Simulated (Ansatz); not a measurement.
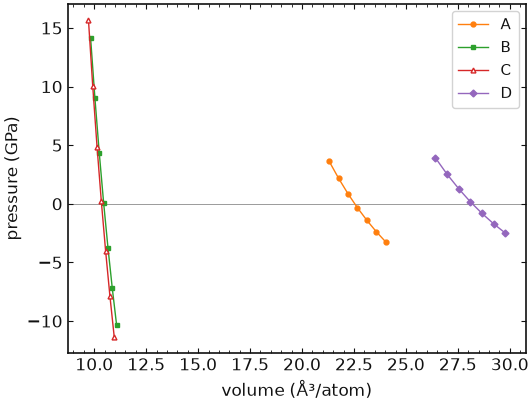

The figure shows the pressure against volume, with one curve for each compound, for AlN, CdSe, MgS and SiC (all in space group P6_3mc (No. 186)). The labels are replaced by letters.

Computed with Ansatz 0.2.0: all-electron LAPW DFT, no spin polarisation; energies at scaled volumes of the given cell, shape and fractions fixed, counted from the fit's minimum, third-order Birch-Murnaghan fit. Level: PBEsol.

occupations Fermi–Dirac; smearing width 0.05 eV; potentials all electron LAPW, scalar relativistic.

Question: Which letter stands for which compound?

Answer: A: MgS; B: AlN; C: SiC; D: CdSe.

Keep in mind: shape and atomic fractions are frozen while scaling, which makes layered, chain and framework solids too stiff.
